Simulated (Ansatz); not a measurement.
Take the following structure.

```cif
data_structure
_symmetry_space_group_name_H-M 'P 1'
_symmetry_Int_Tables_number 1
_cell_length_a 3.9127
_cell_length_b 3.9127
_cell_length_c 3.9127
_cell_angle_alpha 90.000
_cell_angle_beta 90.000
_cell_angle_gamma 90.000
_cell_volume 59.90
loop_
_atom_site_label
_atom_site_type_symbol
_atom_site_fract_x
_atom_site_fract_y
_atom_site_fract_z
_atom_site_occupancy
Sr1 Sr 0.00000 0.00000 0.00000 1
Ti1 Ti 0.50000 0.50000 0.50000 1
O1 O 0.00000 0.50000 0.50000 1
O2 O 0.50000 0.00000 0.50000 1
```

Question: Say what kind of structure these coordinates give.

Answer: The structure is one of SrTiO₂. It is primitive tetragonal, space group P4/mmm (No. 123). Counting shared atoms by their share gives 1 Sr, 1 Ti, 2 O, or 4 atoms. The polyhedra are TiO4 squares; they share corners. The coordination shell of Sr holds eight O at 2.77 Å. The neighbours of Ti are four O in a square planar arrangement at 1.96 Å. The coordination shell of O holds four Sr and two Ti in a distorted octahedral arrangement (2.77 Å to Sr, 1.96 Å to Ti). With all bonds counted the structure is a three-dimensional framework. Leaving out the bonds to Sr, what remains is TiO2 layers parallel to (001).

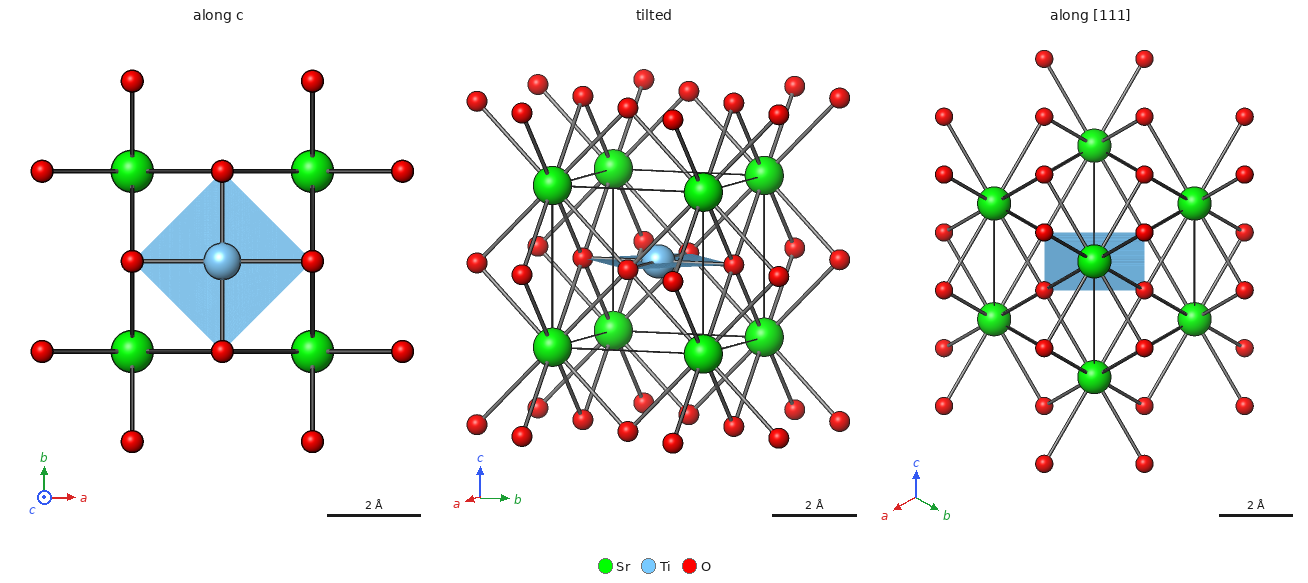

We look at a polyhedral model of the crystal along the c axis, slightly off an axis and along [111]. The box is the conventional unit cell; atoms on or close to its faces, edges and corners are drawn wherever they repeat. A few atoms beyond the faces are included.

Its origin is a structure listed in the Materials Project. Earlier steps of the study may have refined or changed the cell and positions. Ansatz was used for an electronic-structure calculation on it.

At this level of theory the cell isn't at rest (compressed, at 36 GPa), so its distances can differ from those at equilibrium, the more so the softer the solid.
